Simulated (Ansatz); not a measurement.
System: FeNi$_{3}$.

```
Fe Ni
1.0
     3.54971    0.00000    0.00000
     0.00000    3.54971    0.00000
     0.00000    0.00000    3.54971
Fe Ni
1 3
Cartesian
  0.0000 0.0000 0.0000
  0.0000 1.7749 1.7749
  1.7749 1.7749 0.0000
  1.7749 0.0000 1.7749
```

Space group Pm-3m; a structure from a database of computed crystals, not necessarily the ambient phase; spin-polarised.

All numbers below come from DFT PBE, scalar-relativistic, plane waves, PAW (Ansatz).

Predict the valence pseudo-density, electron localisation function and spin density between the atoms.

Answer. Fe–Ni (2.51 Å): the density is about 0.32 e/Å³ at the midpoint; the ELF is about 0.25 at the midpoint; no localised pair shows between them.
The spin density sits on Fe: +2.9 μB in one cell of 4 atoms, with smaller moments on Ni (up to +0.68 μB): parallel main moments, as they must be, since the calculation's own cell holds one magnetic site. The cell of the calculation (4 atoms) carries 4.8 μB of net spin moment.

Metal or insulator at this level of theory?

Answer. It is metallic or semimetallic at this level of theory: no gap opens.

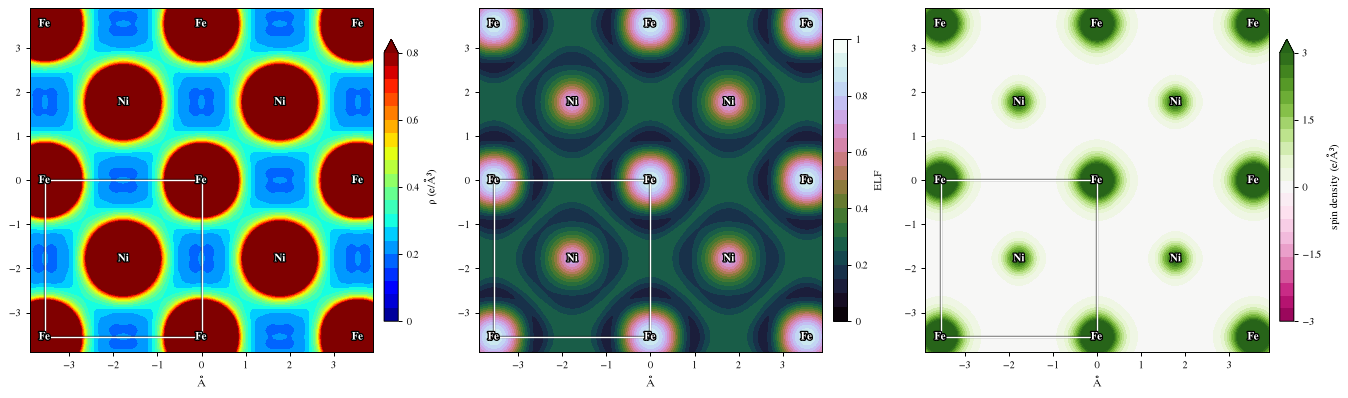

Computed valence pseudo-density, electron localisation function and spin density on the (001) plane of the conventional cell, in this order. 

The density is the valence pseudo-density of a PAW calculation; it isn't the true density close to the nuclei.
